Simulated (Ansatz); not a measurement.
## GaN: geometry relaxation (part 2 of 2)

The same run, continued: GaN (slab, 4 atoms in the cell); DFT, PBE, PAW with Ansatz's default frozen-core files, scalar-relativistic, no spin polarisation (Ansatz 0.2.0); cutoff 420 eV, 8×6×1 k-mesh, Fermi–Dirac smearing of 0.02 eV. It belongs to a series of runs on one base structure; here: atoms relaxed, PAW files.

Geometry of the input (Å; fractional positions):
```
3.2163  0.0000  0.0000
0.0000  4.5485  0.0000
0.0000  0.0000  17.6081
Ga 0.0000  0.8750  0.4543
N  0.5000  0.6250  0.4543
Ga 0.5000  0.3750  0.5457
N  0.0000  0.1250  0.5457
```

## What the program printed, continued
```
SCF iter   1: F=—  HF=-8333.455695 eV  |F-HF|=—  |Δ(HF+E_count)|=         —  Δρ=3.82e-3  dr2=2.24e-2  ethr=6.52e-4  p=0.000 e·Å  D=1.86e-6 V/Å  ΔV_dip=-0.00 eV  dr2_dipole=3.74e-8  V_vac-E_F(+/−)=4.96/4.96 eV  ⟨swp⟩=3.6  Hψ=1391  notcnv=0
efield: sawtooth ramp at fractional position 0.9500 (handed on by an earlier solve), width 0.1000; the density the first Hamiltonian is built on has a dipole p = 0.000 e·Å; the dipole correction subtracts the counter field D = 1.86e-6 V/Å, which shifts the + side's vacuum level by -0.00 eV against the − side's; the planar-averaged density in the ramp window peaks in size at 4.5e-6 e/Å³
preconditioner: auto → Resta (q_TF=auto, 1.965 Å⁻¹)  ε∞=1.9  [insulator: Δε(μ)=2.209 eV  Ē_g=14.937 eV  σ=0.020 eV  W_gap=1.00  n_scr=26 (ndim 8)  ℏωp=13.9 eV  f_vac=0.744  D(μ)=0.00/eV (n_scr^D=0)  ε∞_Penn≈1.9  vacuum switching on, ρ_ref=1.6e-2 e/Å³]
SCF iter   2: F=—  HF=-8333.449892 eV  |F-HF|=—  |Δ(HF+E_count)|=   5.80e-3  Δρ=1.61e-3  dr2=4.01e-3  ethr=6.22e-5  p=0.000 e·Å  D=6.63e-5 V/Å  ΔV_dip=-0.00 eV  dr2_dipole=1.57e-7  V_vac-E_F(+/−)=4.88/4.88 eV  ⟨swp⟩=2.5  Hψ=813  notcnv=0
SCF iter   3: F=—  HF=-8333.449317 eV  |F-HF|=—  |Δ(HF+E_count)|=   5.75e-4  Δρ=7.83e-4  dr2=8.46e-4  ethr=1.12e-5  p=-0.000 e·Å  D=-7.56e-5 V/Å  ΔV_dip=0.00 eV  dr2_dipole=2.08e-7  V_vac-E_F(+/−)=4.91/4.91 eV  ⟨swp⟩=2.0  Hψ=657  notcnv=0
SCF iter   4: F=—  HF=-8333.449315 eV  |F-HF|=—  |Δ(HF+E_count)|=   1.40e-6  Δρ=1.57e-4  dr2=4.61e-5  ethr=2.35e-6  p=0.000 e·Å  D=9.20e-5 V/Å  ΔV_dip=-0.00 eV  dr2_dipole=3.88e-7  V_vac-E_F(+/−)=4.91/4.91 eV  ⟨swp⟩=2.0  Hψ=864  notcnv=0
SCF iter   5: F=—  HF=-8333.449329 eV  |F-HF|=—  |Δ(HF+E_count)|=   1.31e-5  Δρ=8.08e-5  dr2=2.43e-5  ethr=1.28e-7  p=-0.000 e·Å  D=-2.02e-4 V/Å  ΔV_dip=0.00 eV  dr2_dipole=1.53e-6  V_vac-E_F(+/−)=4.91/4.91 eV  ⟨swp⟩=2.0  Hψ=800  notcnv=0
SCF iter   6: F=—  HF=-8333.449326 eV  |F-HF|=—  |Δ(HF+E_count)|=   2.44e-6  Δρ=3.88e-5  dr2=5.73e-6  ethr=6.76e-8  p=0.000 e·Å  D=9.01e-5 V/Å  ΔV_dip=-0.00 eV  dr2_dipole=3.75e-7  V_vac-E_F(+/−)=4.91/4.91 eV  ⟨swp⟩=3.0  Hψ=803  notcnv=0
SCF iter   7: F=-8333.449326 eV  HF=-8333.449326 eV  |F-HF|=2.22e-7  |Δ(HF+E_count)|=   5.44e-7  Δρ=1.33e-5  dr2=2.39e-7  ethr=6.03e-9  p=0.000 e·Å  D=1.73e-7 V/Å  ΔV_dip=-0.00 eV  dr2_dipole=1.90e-9  V_vac-E_F(+/−)=4.91/4.91 eV  ⟨swp⟩=7.5  Hψ=2104  notcnv=0
SCF 4 converged in 7 iterations: F = -8333.449326 eV  dr2 = 2.39e-7
relax step   4: F+E_penalty+E_count = -8333.44932585 eV  Δ(F+E_penalty+E_count) = -1.452e-2 eV  max|allowed force component| = 3.000e-2 eV/Å  Δτ_max = 0.0471 Å  (7 SCF iters, dr2 threshold 2.17e-6 eV, accepted)
SCF iter   1: F=—  HF=-8333.449425 eV  |F-HF|=—  |Δ(HF+E_count)|=         —  Δρ=3.66e-4  dr2=1.19e-4  ethr=7.25e-6  p=0.000 e·Å  D=1.73e-7 V/Å  ΔV_dip=-0.00 eV  dr2_dipole=3.94e-9  V_vac-E_F(+/−)=4.91/4.91 eV  ⟨swp⟩=2.9  Hψ=1235  notcnv=0
efield: sawtooth ramp at fractional position 0.9500 (handed on by an earlier solve), width 0.1000; the density the first Hamiltonian is built on has a dipole p = 0.000 e·Å; the dipole correction subtracts the counter field D = 1.73e-7 V/Å, which shifts the + side's vacuum level by -0.00 eV against the − side's; the planar-averaged density in the ramp window peaks in size at 5.5e-6 e/Å³
preconditioner: auto → Resta (q_TF=auto, 1.965 Å⁻¹)  ε∞=1.9  [insulator: Δε(μ)=2.190 eV  Ē_g=14.910 eV  σ=0.020 eV  W_gap=1.00  n_scr=26 (ndim 8)  ℏωp=13.9 eV  f_vac=0.743  D(μ)=0.00/eV (n_scr^D=0)  ε∞_Penn≈1.9  vacuum switching on, ρ_ref=1.6e-2 e/Å³]
SCF iter   2: F=—  HF=-8333.449398 eV  |F-HF|=—  |Δ(HF+E_count)|=   2.65e-5  Δρ=1.70e-4  dr2=2.40e-5  ethr=3.31e-7  p=-0.000 e·Å  D=-2.10e-5 V/Å  ΔV_dip=0.00 eV  dr2_dipole=9.68e-9  V_vac-E_F(+/−)=4.91/4.91 eV  ⟨swp⟩=2.2  Hψ=765  notcnv=0
SCF iter   3: F=—  HF=-8333.449463 eV  |F-HF|=—  |Δ(HF+E_count)|=   6.47e-5  Δρ=3.21e-5  dr2=3.70e-6  ethr=6.68e-8  p=0.000 e·Å  D=6.45e-5 V/Å  ΔV_dip=-0.00 eV  dr2_dipole=1.74e-7  V_vac-E_F(+/−)=4.90/4.90 eV  ⟨swp⟩=3.0  Hψ=800  notcnv=0
SCF iter   4: F=—  HF=-8333.449463 eV  |F-HF|=—  |Δ(HF+E_count)|=   2.92e-7  Δρ=1.84e-5  dr2=1.38e-6  ethr=1.03e-8  p=-0.000 e·Å  D=-5.04e-5 V/Å  ΔV_dip=0.00 eV  dr2_dipole=9.06e-8  V_vac-E_F(+/−)=4.90/4.90 eV  ⟨swp⟩=2.0  Hψ=626  notcnv=0
SCF iter   5: F=—  HF=-8333.449463 eV  |F-HF|=—  |Δ(HF+E_count)|=   5.81e-8  Δρ=8.61e-6  dr2=1.85e-7  ethr=3.84e-9  p=-0.000 e·Å  D=-3.48e-6 V/Å  ΔV_dip=0.00 eV  dr2_dipole=2.02e-11  V_vac-E_F(+/−)=4.90/4.90 eV  ⟨swp⟩=2.0  Hψ=517  notcnv=0
SCF iter   6: F=-8333.449463 eV  HF=-8333.449463 eV  |F-HF|=2.59e-9  |Δ(HF+E_count)|=   8.24e-9  Δρ=2.28e-6  dr2=1.06e-8  ethr=2.78e-10  p=-0.000 e·Å  D=-3.54e-6 V/Å  ΔV_dip=0.00 eV  dr2_dipole=5.59e-11  V_vac-E_F(+/−)=4.90/4.90 eV  ⟨swp⟩=6.0  Hψ=1988  notcnv=0
SCF 5 converged in 6 iterations: F = -8333.449463 eV  dr2 = 1.06e-8
relax step   5: F+E_penalty+E_count = -8333.44946275 eV  Δ(F+E_penalty+E_count) = -1.369e-4 eV  max|allowed force component| = 2.212e-3 eV/Å  Δτ_max = 0.0060 Å  (6 SCF iters, accepted)
```

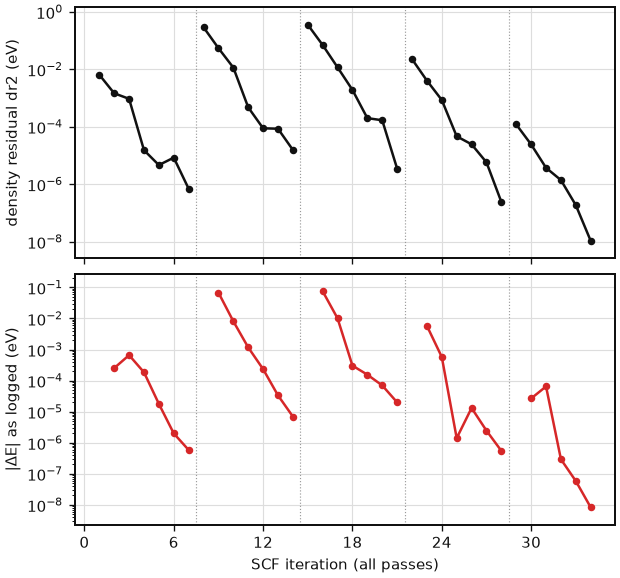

*Convergence of the self-consistent field: density residual dr2 and size of the energy change against the SCF iteration. The dotted lines part the SCF passes of the relaxation: geometry steps, rejected trials and re-solves on a re-selected basis.*

The 5 passes take 6 to 7 iterations each, 34 in all.

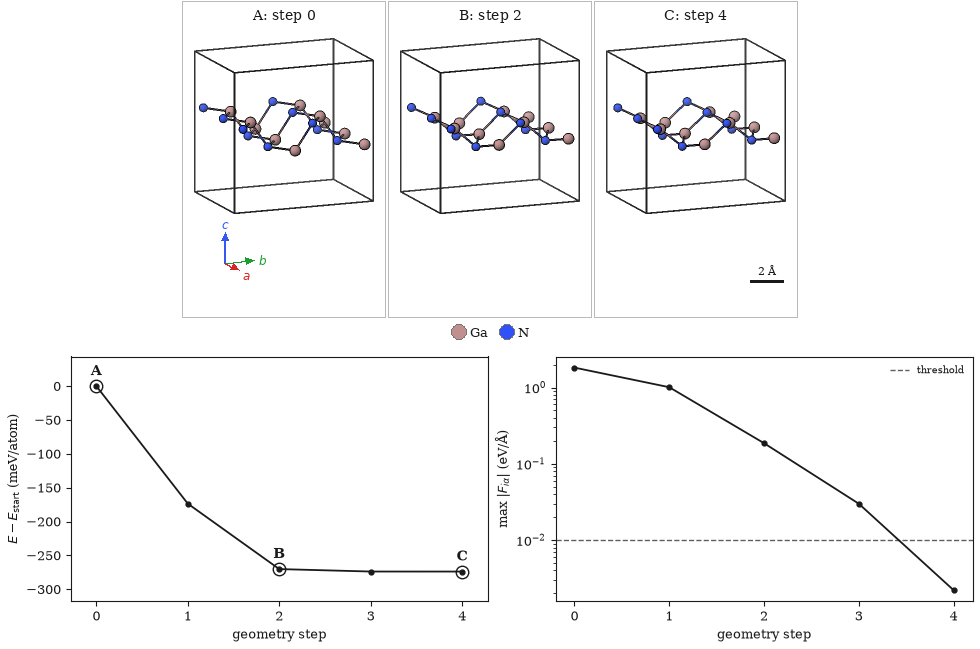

*Frames of the relaxation (ball-and-stick view of the 2 × 2 repeat of the cell, with the vacuum cut short, seen slightly off an axis) above the curves, on which the letters mark them (the first geometry is step 0 here and step 1 in the log).*

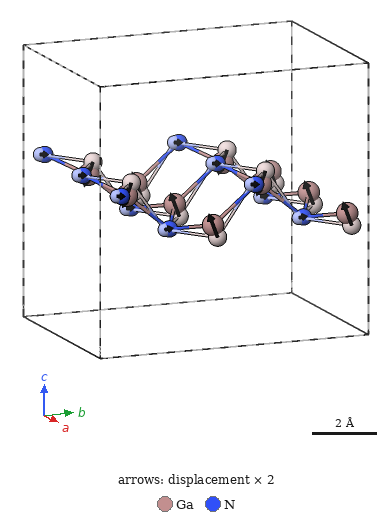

*Start (faint) and end (solid) with the displacements as black arrows, magnified 2 times (ball-and-stick view of the 2 × 2 repeat of the cell, with the vacuum cut short, seen slightly off an axis).*

The largest moves, 0.43 Å, are those of Ga1 and Ga3. By element the largest moves are Ga 0.43 Å, N 0.15 Å. The cell stays as it was. Among the contacts that change: Ga1–N2 1.970 → 1.850 Å, Ga1–N4 1.970 → 1.873 Å. Among the angles that change: N4–Ga3–N4 109.5° → 120.7°, Ga3–N4–Ga3 109.5° → 120.7°, N2–Ga3–N4 109.5° → 118.6°. The energy falls by 274 meV per atom in 4 geometry steps. Largest force component: 1.8 eV/Å at the start, 0.0022 eV/Å at the end. (Atoms are counted from 1 in the order of the input.)

```
SCF converged after 6 iterations
Free energy (F): -8333.449463 eV
Harris-Foulkes:  -8333.449463 eV  (|F-HF|=2.59e-9)
Internal energy: -8333.449463 eV  (E = F + TS)
E sigma→0 (E₀):  -8333.449463 eV
Fermi energy:    -2.145421 eV
Dipole field:    D = 0.000005 V/Å  (p = 0.000008 e·Å, saw-weighted, corrected)
Work function:   Φ+ = 4.9024 eV   Φ− = 4.9025 eV
Levels:          The Fermi level and band energies are counted from a zero that moves with the ramp; work functions are not
--- Per-component energies (eV) ---
  E_band       = -467.014593
  E_kinetic    = 490.608986
  E_local      = -21734.182357  (includes V_loc(G=0)·N_el)
  E_nonlocal   = 946.052641
  E_hartree    = 10481.569319
  E_xc         = -256.883927
  E_vxc        = -266.784009  (∫ρ·V_xc dr)
  E_paw        = -4235.452640  (= ΣΔE_a)
  E_vpaw       = -865.849946  (= ΣTr[D̂ρ^β])
  E_aug_tail   = -0.000076  (compensation charges beyond the density's cutoff)
  E_efield     = 0.000000  (sawtooth field / dipole correction)
  E_vefield    = 0.000000  (∫n·V_field dr)
  E_ewald      = 5974.838591
  E_smearing   = -0.000000  (= −TS)
  E_closure    = -0.000000  (closes the sum)
  Σ components = -8333.449463   (vs F -8333.449463, Δ=0.00e0)
--- Forces (eV/Å), atoms counted from 1 ---
  atom   1  Ga     0.00000000    -0.00059374     0.00220977
  atom   2  N      0.00000000     0.00159066    -0.00067762
  atom   3  Ga    -0.00000000    -0.00092231    -0.00179826
  atom   4  N      0.00000000    -0.00011943     0.00025542
  max |Σ_I F_I| component: 4.48e-5 eV/Å
--- Stress (GPa, compression-positive) ---
        1.994516       0.000000       0.000000
        0.000000       2.836364      -0.000913
        0.000000      -0.000913      -0.000528
  P = ⅓ Tr σ = 1.6101 GPa (16.101 kbar)
--- Band table (eV; the first three rows and the last of 20) ---
  k-point 0: bands = ["-18.7644", "-18.1274", "-16.8443", "-16.7494", "-16.6232", "-16.5687", "-16.5544", "-16.4992", "-16.4820", "-16.3876", "-15.9379", "-14.4526", "-8.0750", "-5.5252", "-5.5044", "-5.2089", "-3.6964", "-3.5345", "-1.0660", "1.1315", "1.7798", "2.5499"]
  k-point 1: bands = ["-18.7093", "-18.1573", "-16.8213", "-16.7561", "-16.6368", "-16.5546", "-16.5361", "-16.5052", "-16.4926", "-16.3987", "-15.8822", "-14.5939", "-8.1354", "-5.9876", "-5.3999", "-4.7880", "-3.6775", "-3.4955", "-0.6661", "1.1665", "1.8539", "2.7012"]
  k-point 2: bands = ["-18.5673", "-18.2484", "-16.7571", "-16.7542", "-16.6778", "-16.5727", "-16.5198", "-16.5066", "-16.4747", "-16.4227", "-15.6987", "-14.9529", "-8.0495", "-6.8535", "-5.0530", "-4.0603", "-3.9787", "-3.3005", "0.2296", "1.1705", "2.0632", "2.7033"]
  k-point 19: bands = ["-18.0759", "-18.0758", "-16.6813", "-16.6812", "-16.6163", "-16.6163", "-16.5652", "-16.5652", "-16.3883", "-16.3882", "-14.5743", "-14.5743", "-9.3762", "-9.3761", "-5.0825", "-5.0824", "-4.2911", "-4.2910", "1.2173", "1.2175", "3.7348", "3.7351"]
--- Relaxed structure (5 steps of the walk, 5 accepted, 0 SCFs on fresh bases) ---
  F+E_penalty+E_count = -8333.44946275 eV   max|allowed force component| = 2.212e-3 eV/Å
  atoms:
    - { symbol: Ga, position: [8.519564789750973e-18, 0.8412114610950424, 0.47708033430914665] }
    - { symbol: N, position: [0.49999999999999994, 0.6587794609900325, 0.4552157249301903] }
    - { symbol: Ga, position: [0.49999999999999994, 0.3412131467165433, 0.5229194796150203] }
    - { symbol: N, position: [4.771328597600187e-18, 0.15879593119838173, 0.5447844611456429] }
```

## Trajectory as extended XYZ (Å, eV, eV/Å), 5 frames, from step=1 to step=5
```
4
Lattice="3.2163 0.0000 0.0000 0.0000 4.5485 0.0000 0.0000 0.0000 17.6081" Properties=species:S:1:pos:R:3:forces:R:3 step=1 energy=-8332.35432
Ga    0.0000    3.9799    8.0000    0.0000  -1.4883   1.8222
N     1.6081    2.8428    8.0000    0.0000   1.4881  -0.0993
Ga    1.6081    1.7057    9.6081    0.0000  -1.4885  -1.8220
N     0.0000    0.5686    9.6081    0.0000   1.4886   0.0993
4
Lattice="3.2163 0.0000 0.0000 0.0000 4.5485 0.0000 0.0000 0.0000 17.6081" Properties=species:S:1:pos:R:3:forces:R:3 step=2 energy=-8333.04851
Ga    0.0000    3.9312    8.1889    0.0000  -1.0076   0.7600
N     1.6081    2.8915    7.9245    0.0000   1.0074   0.5570
Ga    1.6081    1.6570    9.4192    0.0000  -1.0084  -0.7589
N     0.0000    0.6173    9.6836    0.0000   1.0093  -0.5574
4
Lattice="3.2163 0.0000 0.0000 0.0000 4.5485 0.0000 0.0000 0.0000 17.6081" Properties=species:S:1:pos:R:3:forces:R:3 step=3 energy=-8333.43481
Ga    0.0000    3.8458    8.3642    0.0000  -0.1834   0.0784
N     1.6081    2.9767    7.9887    0.0000   0.1865   0.1754
Ga    1.6081    1.5716    9.2440    0.0000  -0.1832  -0.0794
N     0.0000    0.7028    9.6193    0.0000   0.1806  -0.1747
4
Lattice="3.2163 0.0000 0.0000 0.0000 4.5485 0.0000 0.0000 0.0000 17.6081" Properties=species:S:1:pos:R:3:forces:R:3 step=4 energy=-8333.44933
Ga    0.0000    3.8254    8.4065    0.0000  -0.0164  -0.0299
N     1.6081    2.9974    8.0144    0.0000   0.0158   0.0009
Ga    1.6081    1.5512    9.2016    0.0000  -0.0175   0.0300
N     0.0000    0.7230    9.5937    0.0000   0.0181  -0.0010
4
Lattice="3.2163 0.0000 0.0000 0.0000 4.5485 0.0000 0.0000 0.0000 17.6081" Properties=species:S:1:pos:R:3:forces:R:3 step=5 energy=-8333.44946
Ga    0.0000    3.8262    8.4005    0.0000  -0.0006   0.0022
N     1.6081    2.9964    8.0155    0.0000   0.0016  -0.0007
Ga    1.6081    1.5520    9.2076    0.0000  -0.0009  -0.0018
N     0.0000    0.7223    9.5926    0.0000  -0.0001   0.0003
```
